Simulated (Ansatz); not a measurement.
# BiOCl (P4/nmm): the LDA gap against the k mesh of the density

How far can the k mesh of the density be lowered for the gap of BiOCl (P4/nmm)?

Calculated with Ansatz 0.2.0; DFT, LDA, plane waves, PAW.

## (1) Set-up

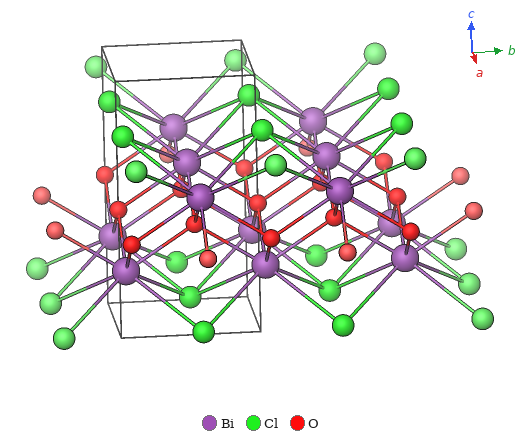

The starting structure, seen slightly off an axis (bismuth purple, chlorine green, oxygen red). 2×2×1 cells are drawn. Some periodic images of atoms are drawn too.

The cell and positions come from the Crystallography Open Database and are kept as given unless a step says otherwise. Spin-orbit coupling is left out unless a step names it. The default PAW set here is soft_2. Its files were made with PBE.

## (2) k mesh of the density: 2×2×2

File input.yaml:

```yaml
crystal:
  lattice:
    - [3.88551, 0.0, 0.0]
    - [0.0, 3.88551, 0.0]
    - [0.0, 0.0, 7.3489]
  atoms:
    - { symbol: Bi, position: [0.5, 0.0, 0.32904] }
    - { symbol: Bi, position: [0.0, 0.5, 0.67096] }
    - { symbol: Cl, position: [0.0, 0.5, 0.1472] }
    - { symbol: Cl, position: [0.5, 0.0, 0.8528] }
    - { symbol: O, position: [0.0, 0.0, 0.5] }
    - { symbol: O, position: [0.5, 0.5, 0.5] }
kpoints:
  mp_grid: { grid: [2, 2, 2] }
  band_path:
    path:
      - [0.0, 0.0, 0.0]
      - [0.0, 0.5, 0.0]
      - [0.5, 0.5, 0.0]
      - [0.0, 0.0, 0.5]
      - [0.0, 0.5, 0.5]
      - [0.5, 0.5, 0.5]
      - [0.0, 0.4, 0.5]
    npoints: 1
hamiltonian:
  xc: lda
scf:
  occupations: { method: fixed }
  n_extra_bands: 6
output:
  eigenvalues: true
```

On the command line:

```
$ ansatz run input.yaml --threads 3 --pin off --max-ram 92160MiB --backend cuda --events-out ev --progress --plain --runs-dir out --devices 1 --max-vram 13GiB
```

Numbers of over 12 decimals in the logs are rounded to 6 here.

Log:

```text
scf.n_extra_bands = 6 over 28 filled bands (N_el = 56.0): the run solves 34 bands
GPUs: using 1 of 1 available (devices: 1).
Engine: ansatz 0.2.0, x86_64-unknown-linux-gnu
Pseudopotentials: kind: paw
Pseudopotential: Bi, paw, valence charge 15, recommended cutoff 420 eV (normal), Bi.paw.azcp
Pseudopotential: Cl, paw, valence charge 7, recommended cutoff 420 eV (normal), Cl.paw.azcp
Pseudopotential: O, paw, valence charge 6, recommended cutoff 420 eV (normal), O.paw.azcp
Functional definition: SPW92
  exchange = slater_x
  correlation = pw_c
device memory: the entry about to start is reckoned to put 2.0 GiB on a device that reports 62.5 GiB free (of which the cap on the GPU budget leaves the run 13.0 GiB)
GPU FFT provider: cuFFT
GPU libraries: cuBLAS 13.8.2, cuFFT 12.4.0, cuSOLVER 12.3.4
Crystal: 6 atoms, lattice volume = 110.948 Å³
Basis set: ecut = 420 eV, 2177 PW (Γ)
Bands: 34, of which v1, the nominal top of the filled ones, is band 28 counted from 1 (27 counted from 0)
Symmetry: 16 space group operations
Space group: P4/nmm (ITA 129), of the structure as read, at distance tolerance 4.8e-5 Å
k-points: 6 of 8
Non-local potential: Bi, projectors of the file, l = 0: 2, l = 1: 2, l = 2: 2, l = 3: 2
Non-local potential: Cl, projectors of the file, l = 0: 2, l = 1: 2, l = 2: 2
Non-local potential: O, projectors of the file, l = 0: 2, l = 1: 2, l = 2: 1
PAW form: soft (Blöchl's): semilocal exchange-correlation on the pseudo side does not see the compensation charge
PAW frozen core: Bi, regenerated for the run's functional, and the local potential with it (the file was generated under x = pbe(κ = 0.804, μ = 0.219515), c = pbe(β = 0.066725))
PAW frozen core: Cl, regenerated for the run's functional, and the local potential with it (the file was generated under x = pbe(κ = 0.804, μ = 0.219515), c = pbe(β = 0.066725))
PAW frozen core: O, regenerated for the run's functional, and the local potential with it (the file was generated under x = pbe(κ = 0.804, μ = 0.219515), c = pbe(β = 0.066725))
PAW one-centre angular grid: Bi, 590 points (default); XC on 64 Gauss nodes
PAW one-centre angular grid: Cl, 110 points (default); XC on 64 Gauss nodes
PAW one-centre angular grid: O, 110 points (default); XC on 64 Gauss nodes
Initial density: superposition of atomic densities (neutral atoms: chi_scale 0, normalization atom), corrected by the library's trained network
Initial wavefunctions: pseudopotential atomic-orbital guess
GPU buffer pool allocated for 36450 grid points (all kernels)
GPU transforms: local potential and band sums: pruned to the plane-wave sphere, on 25×25×50
Functional: x = slater, c = lda
SCF iter   1: F=—  HF=-27372.952299 eV  |F-HF|=—  |Δ(HF+E_count)|=         —  Δρ=1.08e-2  dr2=1.17e-1  ethr=1.77e-3  ⟨swp⟩=5.0  Hψ=780  notcnv=0  defer=24
preconditioner: auto → Resta (q_TF=auto, 2.434 Å⁻¹)  ε∞=3.6  [insulator: Δε(μ)=2.421 eV  Ē_g=16.501 eV  n_scr=28 (ndim 8)  ℏωp=26.4 eV  f_vac=0.006  ε∞_Penn≈3.6]
SCF iter   2: F=—  HF=-27372.927506 eV  |F-HF|=—  |Δ(HF+E_count)|=   2.48e-2  Δρ=4.86e-3  dr2=2.64e-2  ethr=2.08e-4  ⟨swp⟩=2.0  Hψ=370  notcnv=0  defer=24
SCF iter   3: F=—  HF=-27372.922667 eV  |F-HF|=—  |Δ(HF+E_count)|=   4.84e-3  Δρ=2.15e-3  dr2=3.74e-3  ethr=4.71e-5  ⟨swp⟩=2.0  Hψ=284  notcnv=0  defer=24
SCF iter   4: F=—  HF=-27372.921938 eV  |F-HF|=—  |Δ(HF+E_count)|=   7.29e-4  Δρ=7.88e-4  dr2=6.11e-4  ethr=6.67e-6  ⟨swp⟩=2.3  Hψ=278  notcnv=0  defer=24
SCF iter   5: F=—  HF=-27372.921785 eV  |F-HF|=—  |Δ(HF+E_count)|=   1.53e-4  Δρ=1.38e-4  dr2=2.01e-5  ethr=1.09e-6  ⟨swp⟩=2.7  Hψ=300  notcnv=0  defer=12
SCF iter   6: F=—  HF=-27372.921808 eV  |F-HF|=—  |Δ(HF+E_count)|=   2.39e-5  Δρ=2.37e-5  dr2=6.41e-7  ethr=3.58e-8  ⟨swp⟩=2.3  Hψ=324  notcnv=0  defer=12
SCF iter   7: F=-27372.921809 eV  HF=-27372.921809 eV  |F-HF|=2.55e-10  |Δ(HF+E_count)|=   1.25e-7  Δρ=2.65e-6  dr2=9.40e-9  ethr=1.79e-10  ⟨swp⟩=8.5  Hψ=778  notcnv=0
SCF 1 converged in 7 iterations: F = -27372.921809 eV  dr2 = 9.40e-9
[...]
device memory: the entry about to start is reckoned to put 1.3 GiB on a device that reports 56.0 GiB free (of which the cap on the GPU budget leaves the run 13.0 GiB)
NSCF: frozen V_eff on 7 k-points
SCF converged after 7 iterations
Free energy (F): -27372.921809 eV
Harris-Foulkes:  -27372.921809 eV  (|F-HF|=2.55e-10)
Internal energy: -27372.921809 eV  (E = F + TS)
E sigma→0 (E₀):  -27372.921809 eV
Fermi energy:    7.557444 eV
--- Per-component energies (eV) ---
  E_band       = -209.467615
  E_kinetic    = 1274.379160
  E_local      = -4736.823587  (includes V_loc(G=0)·N_el)
  E_nonlocal   = 1296.686966
  E_hartree    = 1663.328102
  E_xc         = -660.248506
  E_vxc        = -721.446125  (∫ρ·V_xc dr)
  E_paw        = -22249.919953  (= ΣΔE_a)
  E_vpaw       = -648.927614  (= ΣTr[D̂ρ^β])
  E_aug_tail   = 0.004222  (compensation charges beyond the density's cutoff)
  E_ewald      = -3960.893269
  E_core_change = 0.565057  (= ΣΔE_core)
  E_smearing   = -0.000000  (= −TS)
  E_closure    = -0.000000  (closes the sum)
  Σ components = -27372.921809   (vs F -27372.921809, Δ=0.00e0)
--- Band table (eV; the first three rows and the last of 6) ---
  k-point 0: bands = [... 24 lower, 6.5978, 6.5978, 6.6451, 6.8266, 10.5962, 11.2773, 12.8262, 12.8262, ... 2 higher]
  k-point 1: bands = [... 24 lower, 6.8923, 6.8923, 7.2162, 7.2888, 10.0898, 10.4321, 12.8344, 12.8344, ... 2 higher]
  k-point 2: bands = [... 24 lower, 6.7409, 6.7409, 7.5369, 7.5369, 12.0962, 12.0962, 12.7055, 12.7055, ... 2 higher]
  k-point 5: bands = [... 24 lower, 6.2539, 6.2539, 6.9598, 6.9598, 12.0460, 12.0460, 13.5607, 13.5607, ... 2 higher]
```

The job ended after 5.7 s (1 × NVIDIA H100 80GB HBM3 (shared by 6 runs) with 3 threads of AMD EPYC 7R13 (Zen 3), shared host; peak memory 0.9 GiB).

Reading the cycles: dr2 is the Hartree energy of the density residual (eV), the measure of convergence; HF is the Harris–Foulkes estimate of the energy, which meets the free energy F at convergence.

This step gave:

* gap: 2.457 eV
* valence top at: k = (0.000, 0.400, 0.500)
* conduction bottom at: Z
* least direct gap: 2.801 eV

The gap is indirect, with the least direct gap 0.34 eV higher.

## (3) k mesh of the density: 4×4×2

input.yaml: that of step 2 with these lines changed.

```diff
@@ -13,3 +13,3 @@
 kpoints:
-  mp_grid: { grid: [2, 2, 2] }
+  mp_grid: { grid: [4, 4, 2] }
   band_path:
```

Log:

```text
[...]
GPUs: using 1 of 1 available (devices: 1).
[...]
GPU FFT provider: cuFFT
GPU libraries: cuBLAS 13.8.2, cuFFT 12.4.0, cuSOLVER 12.3.4
Crystal: 6 atoms, lattice volume = 110.948 Å³
Basis set: ecut = 420 eV, 2177 PW (Γ)
Bands: 34, of which v1, the nominal top of the filled ones, is band 28 counted from 1 (27 counted from 0)
Symmetry: 16 space group operations
[...]
k-points: 12 of 32
[...]
--- Band table (eV; the first three rows and the last of 12) ---
  k-point 0: bands = [... 24 lower, 6.5547, 6.5547, 6.6140, 6.8038, 10.5917, 11.2706, 12.8213, 12.8213, ... 2 higher]
  k-point 1: bands = [... 24 lower, 6.8425, 6.8425, 7.1952, 7.2400, 10.0904, 10.4306, 12.8319, 12.8319, ... 2 higher]
  k-point 2: bands = [... 24 lower, 6.5821, 7.0880, 7.1954, 7.3186, 11.8077, 12.1687, 12.3415, 12.5179, ... 2 higher]
  k-point 11: bands = [... 24 lower, 6.2078, 6.2078, 6.9270, 6.9270, 12.0294, 12.0294, 13.5504, 13.5504, ... 2 higher]
[key lines of the parts left out:]
SCF converged after 7 iterations
Free energy (F): -27373.159735 eV
Fermi energy:    7.520126 eV
```

Run time: 5 s. Hardware: 1 × NVIDIA H100 80GB HBM3 (shared by 6 runs) with 3 threads; peak memory 0.91 GiB.

This step gave:

```yaml
gap: 2.490 eV
valence_top_at: k = (0.000, 0.400, 0.500)
conduction_bottom_at: Z
least_direct_gap: 2.850 eV
```

The gap is 2.490 eV, +0.033 eV from the run before at this level.

## (4) k mesh of the density: 6×6×4 (the default)

input.yaml, the sections that differ from step 3:

```yaml
kpoints:
  mp_grid: { grid: [6, 6, 4] }
  band_path:
    path:
      - [[0.0, 0.0, 0.0], [0.0, 0.5, 0.0], [0.5, 0.5, 0.0], [0.0, 0.0, 0.0], [0.0, 0.0, 0.5], [0.0, 0.5, 0.5], [0.5, 0.5, 0.5], [0.0, 0.0, 0.5]]
      - [[0.0, 0.5, 0.0], [0.0, 0.5, 0.5]]
      - [[0.5, 0.5, 0.0], [0.5, 0.5, 0.5]]
    npoints: 10
scf:
  occupations: { method: fermi_dirac, width: 0.02 }
  n_extra_bands: 6
output:
  eigenvalues: true
  write_density: true
  write_potential: true
  elf: true
  volumetric_format: npy
# crystal, hamiltonian: as in step 3
```

Log:

```text
[...]
GPUs: using 1 of 1 available (devices: 1).
[...]
GPU FFT provider: cuFFT
GPU libraries: cuBLAS 13.8.2, cuFFT 12.4.0, cuSOLVER 12.3.4
Crystal: 6 atoms, lattice volume = 110.948 Å³
Basis set: ecut = 420 eV, 2177 PW (Γ)
Bands: 34, of which v1, the nominal top of the filled ones, is band 28 counted from 1 (27 counted from 0)
Symmetry: 16 space group operations
[...]
k-points: 30 of 144
[...]
--- Band table (eV; the first three rows and the last of 30) ---
  k-point 0: bands = [... 24 lower, 6.5527, 6.5527, 6.6128, 6.8030, 10.5923, 11.2712, 12.8211, 12.8211, ... 2 higher]
  k-point 1: bands = [... 24 lower, 6.7097, 6.7097, 6.8604, 7.0544, 10.3286, 10.8718, 12.8260, 12.8260, ... 2 higher]
  k-point 2: bands = [... 24 lower, 6.8404, 6.8404, 7.1939, 7.2385, 10.0911, 10.4315, 12.8318, 12.8318, ... 2 higher]
  k-point 29: bands = [... 24 lower, 6.2063, 6.2063, 6.9248, 6.9248, 12.0288, 12.0288, 13.5503, 13.5503, ... 2 higher]
[key lines of the parts left out:]
SCF converged after 6 iterations
Free energy (F): -27373.166113 eV
Fermi energy:    8.839036 eV
```

The job ended after 5.5 s (1 × NVIDIA H100 80GB HBM3 (shared by 6 runs) with 3 threads; peak memory 0.96 GiB; 6.2 s of CPU time).

Numbers from this step:

* gap: 2.492 eV
* valence top at: k = (0.000, 0.400, 0.500)
* conduction bottom at: Z
* least direct gap: 2.853 eV

The gap is 2.492 eV, +0.002 eV from the run before at this level.

## (5) k mesh of the density: 8×8×6

input.yaml, the sections that differ from step 4:

```yaml
kpoints:
  mp_grid: { grid: [8, 8, 6] }
  band_path:
    path:
      - [0.0, 0.0, 0.0]
      - [0.0, 0.5, 0.0]
      - [0.5, 0.5, 0.0]
      - [0.0, 0.0, 0.5]
      - [0.0, 0.5, 0.5]
      - [0.5, 0.5, 0.5]
      - [0.0, 0.4, 0.5]
    npoints: 1
scf:
  occupations: { method: fixed }
  n_extra_bands: 6
output:
  eigenvalues: true
# crystal, hamiltonian: as in step 4
```

Log:

```text
[...]
GPUs: using 1 of 1 available (devices: 1).
[...]
GPU FFT provider: cuFFT
GPU libraries: cuBLAS 13.8.2, cuFFT 12.4.0, cuSOLVER 12.3.4
Crystal: 6 atoms, lattice volume = 110.948 Å³
Basis set: ecut = 420 eV, 2177 PW (Γ)
Bands: 34, of which v1, the nominal top of the filled ones, is band 28 counted from 1 (27 counted from 0)
Symmetry: 16 space group operations
[...]
k-points: 60 of 384
[...]
--- Band table (eV; the first three rows and the last of 60) ---
  k-point 0: bands = [... 24 lower, 6.5527, 6.5527, 6.6128, 6.8031, 10.5924, 11.2713, 12.8212, 12.8212, ... 2 higher]
  k-point 1: bands = [... 24 lower, 6.6346, 6.6346, 6.7318, 6.9336, 10.4588, 11.0734, 12.8235, 12.8235, ... 2 higher]
  k-point 2: bands = [... 24 lower, 6.7779, 6.7779, 7.0044, 7.1644, 10.2039, 10.6614, 12.8288, 12.8288, ... 2 higher]
  k-point 59: bands = [... 24 lower, 6.2063, 6.2063, 6.9250, 6.9250, 12.0288, 12.0288, 13.5504, 13.5504, ... 2 higher]
[key lines of the parts left out:]
SCF converged after 7 iterations
Free energy (F): -27373.166310 eV
Fermi energy:    7.585961 eV
```

Wall time 5.1 s (1 × NVIDIA H100 80GB HBM3 (shared by 6 runs) with 3 threads); peak memory 0.92 GiB.

Numbers from this step:

```
gap                  : 2.492 eV
valence top at       : k = (0.000, 0.400, 0.500)
conduction bottom at : Z
least direct gap     : 2.853 eV
```

The gap is 2.492 eV, as in the run before at this level.

## (6) The series

Differences are against the last row; a negative gap means that bands overlap, and a run with a band path holds that path's time. Times are wall times on 1 × NVIDIA H100 80GB HBM3 (shared by 6 runs) with 3 threads of AMD EPYC 7R13 (Zen 3), shared host, good to a factor of about two.

```tsv
k mesh of the density	gap (eV)	direct gap (eV)	gap error (eV)	energy error (meV/atom)	irreducible k	time
2×2×2	2.457	2.801	−0.035	+40.8	6	5.7 s
4×4×2	2.490	2.850	−0.002	+1.1	12	5 s
6×6×4	2.492	2.853	+0.000	+0.0	30	5.5 s
8×8×6	2.492	2.853	+0.000	+0.0	60	5.1 s
```

## (7) Summary of results

```yaml
2x2x2: 2.457 eV
4x4x2: 2.490 eV
6x6x4: 2.492 eV
8x8x6: 2.492 eV
```

**Reading.** The gap holds to 0.02 eV from 4×4×2 on. At 2×2×2 the gap is off by −0.035 eV and the energy by +41 meV/atom. The gap is read over the mesh and added points near the edges, so meshes differ mainly through the density and, for a hybrid, the exchange operator.

[Paths, hosts, dates, memory and timing lines, banners, echoed tables and standing remarks are left out of the program output.]

[Logs are printed without paths, hosts, clocks, repeated set-up lines and the standing remarks that a program may print on its own settings, such as how far it seeks lower states.]

[Runs of the session that timed out or met a known fault of the program may be left out.]

[Cells called generated may have been cut or substituted from an entry of the Crystallography Open Database or the Materials Project.]

[Hosts, paths, dates, database ids (printed as entryN), source tags and the programs' standing remarks are cut or masked in the printed files.]
